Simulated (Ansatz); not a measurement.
Single-point calculation, with input and output: BaTiO3 (charge −1) (part 1 of 2)

- system: BaTiO3 (interface cell, 30 atoms in the cell, total charge −1)
- method: DFT, PBE, plane waves, PAW, no spin polarisation (Ansatz 0.2.0)

The structure derives from an entry of the Crystallography Open Database. Figures and captions count atoms from 1; the log counts them from 0 in places.

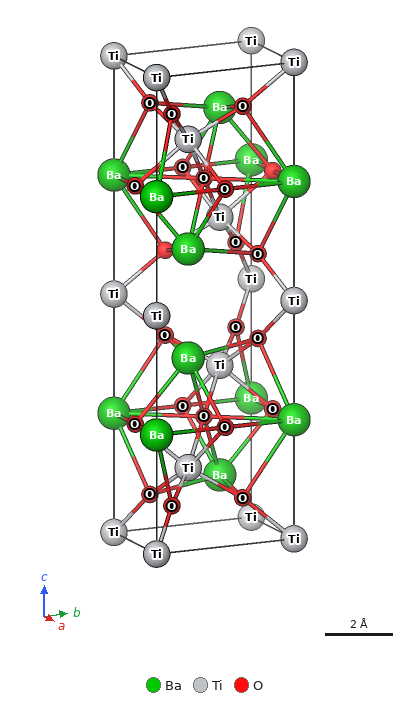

The structure (ball-and-stick view of the cell of the calculation, seen slightly off an axis). An atom can appear more than once, as a periodic image.

### Input file
```yaml
crystal:
  lattice:
    - [5.6840752847, 0.0, 0.0]
    - [-2.8420376423, 4.9225535936, 0.0]
    - [0.0, 0.0, 14.4919037545]
  atoms:
    - { symbol: Ba, position: [0.3333333333, 0.6666666667, 0.1143723622] }
    - { symbol: Ba, position: [0.0, 1.0, 0.25] }
    - { symbol: Ba, position: [0.6666666667, 0.3333333333, 0.3856276378] }
    - { symbol: Ti, position: [0.0, 0.0, 0.0] }
    - { symbol: Ti, position: [0.6666666667, 0.3333333333, 0.1554456566] }
    - { symbol: Ti, position: [0.3333333333, 0.6666666667, 0.3445543434] }
    - { symbol: O, position: [0.8383702348, 0.1616297652, 0.0890447052] }
    - { symbol: O, position: [0.5, 0.5, 0.25] }
    - { symbol: O, position: [0.1616297652, 0.8383702348, 0.4109552948] }
    - { symbol: O, position: [0.8383702348, 0.6767404697, 0.0890447052] }
    - { symbol: O, position: [0.5, 0.0, 0.25] }
    - { symbol: O, position: [0.1616297652, 0.3232595303, 0.4109552948] }
    - { symbol: O, position: [0.3232595303, 0.1616297652, 0.0890447052] }
    - { symbol: O, position: [0.0, 0.5, 0.25] }
    - { symbol: O, position: [0.6767404697, 0.8383702348, 0.4109552948] }
    - { symbol: Ba, position: [0.3333333333, 0.6666666667, 0.8856276378] }
    - { symbol: Ba, position: [0.0, 1.0, 0.75] }
    - { symbol: Ba, position: [0.6666666667, 0.3333333333, 0.6143723622] }
    - { symbol: Ti, position: [0.6666666667, 0.3333333333, 0.8445543434] }
    - { symbol: Ti, position: [0.3333333333, 0.6666666667, 0.6554456566] }
    - { symbol: O, position: [0.8383702348, 0.1616297652, 0.9109552948] }
    - { symbol: O, position: [0.5, 0.5, 0.75] }
    - { symbol: O, position: [0.1616297652, 0.8383702348, 0.5890447052] }
    - { symbol: O, position: [0.8383702348, 0.6767404697, 0.9109552948] }
    - { symbol: O, position: [0.5, 0.0, 0.75] }
    - { symbol: O, position: [0.1616297652, 0.3232595303, 0.5890447052] }
    - { symbol: O, position: [0.3232595303, 0.1616297652, 0.9109552948] }
    - { symbol: O, position: [0.0, 0.5, 0.75] }
    - { symbol: O, position: [0.6767404697, 0.8383702348, 0.5890447052] }
    - { symbol: Ti, position: [1.0, 1.0, 0.5] }
basis:
  ecutwfc: 420
kpoints:
  mp_grid: { grid: [6, 6, 2] }
hamiltonian:
  xc: pbe
scf:
  occupations: { method: tetrahedron_uncorrected }
output:
  forces: true
  eigenvalues: true
  stress: true
total_charge: -1
```

Machine: 4 threads of Intel Xeon @ 2.50GHz (Skylake/Cascade Lake), 189 GiB of memory available, shared host.

Run as:
```bash
ansatz run input.yaml --threads 4 --pin off --max-ram 11264MiB --backend cpu --events-out ev --progress --plain --runs-dir out
```

### Output
```
band count auto-derived: 152 (N_el = 241.0; filled up to band 121; 151 by the electrons, moments and atoms)
Engine: ansatz 0.2.0, x86_64-unknown-linux-gnu
Pseudopotentials: kind: paw
Pseudopotential: Ba, paw, valence charge 10, recommended cutoff 420 eV (normal), Ba.paw.azcp
Pseudopotential: Ti, paw, valence charge 12, recommended cutoff 420 eV (normal), Ti.paw.azcp
Pseudopotential: O, paw, valence charge 6, recommended cutoff 420 eV (normal), O.paw.azcp
Functional definition: PBE
  parameter kappa = 0.804
  parameter beta = 0.06672455060314922
  exchange = pbe_x(kappa = kappa, mu = beta*pi^2/3)
  correlation = pbe_c(beta = beta)
Crystal: 30 atoms, lattice volume = 405.486 Å³
Basis set: ecut = 420 eV, 7945 PW (Γ), exchange–correlation on 80×80×200 points (8 copies of the dense FFT grid, shifted against one another)
Bands: 152, of which v1, the nominal top of the filled ones, is band 121 counted from 1 (120 counted from 0)
Symmetry: 24 space group operations
Space group: P63/mmc (ITA 194), of the structure as read, at distance tolerance 7.4e-5 Å
k-points: 14 of 72
Non-local potential: Ba, projectors of the file, l = 0: 3, l = 1: 2, l = 2: 2, l = 3: 2
Non-local potential: Ti, projectors of the file, l = 0: 3, l = 1: 2, l = 2: 3, l = 3: 1
Non-local potential: O, projectors of the file, l = 0: 2, l = 1: 2, l = 2: 1
PAW form: soft (Blöchl's): semilocal exchange-correlation on the pseudo side does not see the compensation charge
PAW one-centre angular grid: Ba, 194 points (default); XC on 64 Gauss nodes
PAW one-centre angular grid: Ti, 590 points (default); XC on 64 Gauss nodes
PAW one-centre angular grid: O, 110 points (default); XC on 64 Gauss nodes
Initial density: superposition of atomic densities (neutral atoms scaled as one to the charged cell's electrons: chi_scale 0, normalization atom), corrected by the library's trained network
Initial wavefunctions: pseudopotential atomic-orbital guess
Functional: x = pbe(κ = 0.804, μ = 0.2195149727645171), c = pbe(β = 0.06672455060314922)
SCF iter   1: F=—  HF=-60939.275600 eV  |F-HF|=—  |Δ(HF+E_count)|=         —  Δρ=8.70e-3  dr2=2.76e-1  ethr=1.77e-3  ⟨swp⟩=5.1  Hψ=8464  notcnv=0  defer=120
preconditioner: auto → Kerker (q_TF=auto, 2.502 Å⁻¹)  [metal: no gap  n_scr=94 (ndim 8)  ℏωp=24.8 eV  f_vac=0.014]
SCF iter   2: F=—  HF=-60939.226864 eV  |F-HF|=—  |Δ(HF+E_count)|=   4.87e-2  Δρ=3.35e-3  dr2=4.18e-2  ethr=1.14e-4  ⟨swp⟩=2.0  Hψ=3317  notcnv=0  defer=337
SCF iter   3: F=—  HF=-60939.222764 eV  |F-HF|=—  |Δ(HF+E_count)|=   4.10e-3  Δρ=1.60e-3  dr2=1.22e-2  ethr=1.73e-5  ⟨swp⟩=3.0  Hψ=3636  notcnv=0  defer=337
SCF iter   4: F=—  HF=-60939.222725 eV  |F-HF|=—  |Δ(HF+E_count)|=   3.97e-5  Δρ=7.47e-4  dr2=4.04e-3  ethr=5.05e-6  ⟨swp⟩=2.4  Hψ=2595  notcnv=0  defer=337
SCF iter   5: F=—  HF=-60939.222494 eV  |F-HF|=—  |Δ(HF+E_count)|=   2.30e-4  Δρ=3.67e-4  dr2=8.02e-4  ethr=1.67e-6  ⟨swp⟩=2.3  Hψ=3250  notcnv=0  defer=337
SCF iter   6: F=—  HF=-60939.222399 eV  |F-HF|=—  |Δ(HF+E_count)|=   9.55e-5  Δρ=1.44e-4  dr2=2.71e-4  ethr=3.33e-7  ⟨swp⟩=2.6  Hψ=3460  notcnv=0  defer=337
SCF iter   7: F=—  HF=-60939.222394 eV  |F-HF|=—  |Δ(HF+E_count)|=   4.77e-6  Δρ=1.25e-4  dr2=9.10e-5  ethr=1.12e-7  ⟨swp⟩=3.1  Hψ=2970  notcnv=0  defer=337
SCF iter   8: F=—  HF=-60939.221602 eV  |F-HF|=—  |Δ(HF+E_count)|=   7.92e-4  Δρ=4.34e-5  dr2=1.74e-5  ethr=3.78e-8  ⟨swp⟩=2.5  Hψ=2967  notcnv=0  defer=337
SCF iter   9: F=—  HF=-60939.221602 eV  |F-HF|=—  |Δ(HF+E_count)|=   3.10e-7  Δρ=1.49e-5  dr2=2.74e-6  ethr=7.20e-9  ⟨swp⟩=2.3  Hψ=3006  notcnv=0  defer=337
SCF iter  10: F=—  HF=-60939.221602 eV  |F-HF|=—  |Δ(HF+E_count)|=   2.94e-7  Δρ=6.10e-6  dr2=4.07e-7  ethr=1.14e-9  ⟨swp⟩=2.6  Hψ=3459  notcnv=0  defer=337
SCF iter  11: F=—  HF=-60939.221602 eV  |F-HF|=—  |Δ(HF+E_count)|=   3.28e-8  Δρ=4.41e-6  dr2=1.21e-7  ethr=4.15e-11  ⟨swp⟩=9.5  Hψ=10370  notcnv=0
SCF iter  12: F=—  HF=-60939.221602 eV  |F-HF|=—  |Δ(HF+E_count)|=  5.09e-10  Δρ=4.64e-6  dr2=1.12e-7  ethr=4.15e-11  ⟨swp⟩=4.0  Hψ=7228  notcnv=0
SCF iter  13: F=-60939.221602 eV  HF=-60939.221602 eV  |F-HF|=3.72e-9  |Δ(HF+E_count)|=   1.72e-8  Δρ=7.63e-7  dr2=6.99e-9  ethr=4.15e-11  ⟨swp⟩=2.4  Hψ=5940  notcnv=0
SCF 1 converged in 13 iterations: F = -60939.221602 eV  dr2 = 6.99e-9
  greatest PAW one-centre occupation: 0.999 electrons in one spin orbital (limit 2), on the Ti atom at site 19 (counted from 0), in its partial waves of l = 0
```

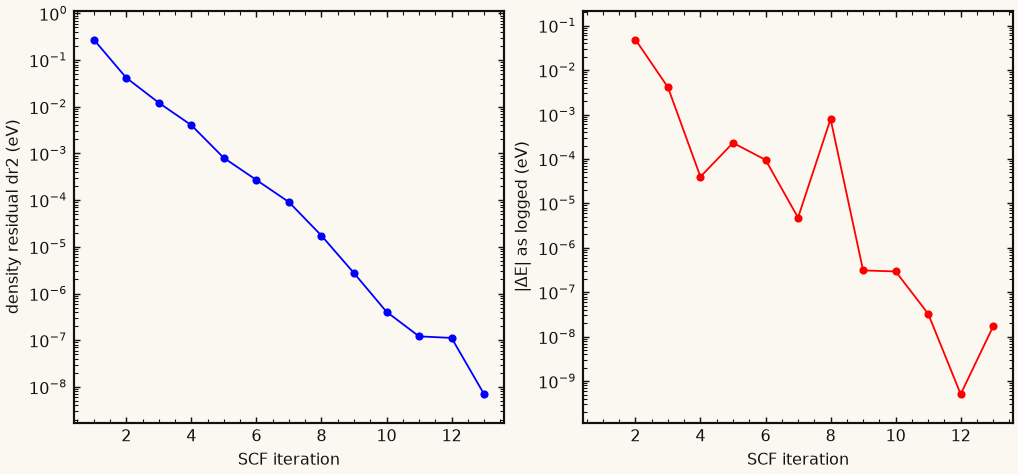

Convergence of the self-consistent field: density residual dr2 and size of the energy change against the SCF iteration. The residual falls at every step.

```
SCF converged after 13 iterations
Free energy (F): -60939.221602 eV
Harris-Foulkes:  -60939.221602 eV  (|F-HF|=3.72e-9)
Internal energy: -60939.215040 eV  (E = F + TS)
E sigma→0 (E₀):  -60939.221602 eV
Entropy (-TS):   -0.006562 eV (-0.219 meV/atom)
Fermi energy:    11.892485 eV
--- Per-component energies (eV) ---
  E_band       = -985.480672
  E_kinetic    = 5822.212951
  E_local      = -13350.343030  (includes V_loc(G=0)·N_el)
  E_nonlocal   = 1230.920948
  E_hartree    = 5225.426476
  E_xc         = -2952.835552
  E_vxc        = -3282.000996  (∫ρ·V_xc dr)
  E_paw        = -40469.926149  (= ΣΔE_a)
  E_vpaw       = -1857.171388  (= ΣTr[D̂ρ^β])
  E_aug_tail   = 0.044484  (compensation charges beyond the density's cutoff)
  E_ewald      = -16444.715167
  E_smearing   = -0.006562  (= −TS)
  E_closure    = 0.000000  (closes the sum)
  E_deformation_potential = -20.567427  (in the stress; not in F)
  Σ components = -60939.221602   (vs F -60939.221602, Δ=0.00e0)
--- Forces (eV/Å), atoms counted from 1 ---
  atom   1  Ba     0.00000000     0.00000000     0.00497532
  atom   2  Ba     0.00000000    -0.00000000     0.00000000
  atom   3  Ba    -0.00000000    -0.00000000    -0.00497532
  atom   4  Ti    -0.00000000    -0.00000000     0.00000000
  atom   5  Ti     0.00000000    -0.00000000    -0.07989816
  atom   6  Ti     0.00000000     0.00000000     0.07989816
  atom   7  O     -0.04749420     0.02742079     0.11709838
  atom   8  O      0.00000000     0.00000000     0.00000000
  atom   9  O      0.04749420    -0.02742079    -0.11709838
  atom  10  O     -0.00000000    -0.05484157     0.11709838
  atom  11  O     -0.00000000     0.00000000     0.00000000
  atom  12  O      0.00000000     0.05484157    -0.11709838
  atom  13  O      0.04749420     0.02742079     0.11709838
  atom  14  O      0.00000000    -0.00000000     0.00000000
  atom  15  O     -0.04749420    -0.02742079    -0.11709838
  atom  16  Ba     0.00000000     0.00000000    -0.00497532
  atom  17  Ba    -0.00000000    -0.00000000    -0.00000000
  atom  18  Ba     0.00000000    -0.00000000     0.00497532
  atom  19  Ti    -0.00000000    -0.00000000     0.07989816
  atom  20  Ti    -0.00000000     0.00000000    -0.07989816
  atom  21  O     -0.04749420     0.02742079    -0.11709838
  atom  22  O     -0.00000000     0.00000000     0.00000000
  atom  23  O      0.04749420    -0.02742079     0.11709838
  atom  24  O     -0.00000000    -0.05484157    -0.11709838
  atom  25  O      0.00000000     0.00000000     0.00000000
  atom  26  O      0.00000000     0.05484157     0.11709838
  atom  27  O      0.04749420     0.02742079    -0.11709838
  atom  28  O      0.00000000    -0.00000000     0.00000000
  atom  29  O     -0.04749420    -0.02742079     0.11709838
  atom  30  Ti     0.00000000     0.00000000     0.00000000
  max |Σ_I F_I| component: 2.78e-17 eV/Å
--- Stress (GPa, compression-positive) ---
       -4.651284      -0.000000       0.000000
       -0.000000      -4.651284       0.000000
        0.000000       0.000000      -1.150848
  P = ⅓ Tr σ = -3.4845 GPa (-34.845 kbar)
--- Band table (eV; the first three rows and the last of 14) ---
```
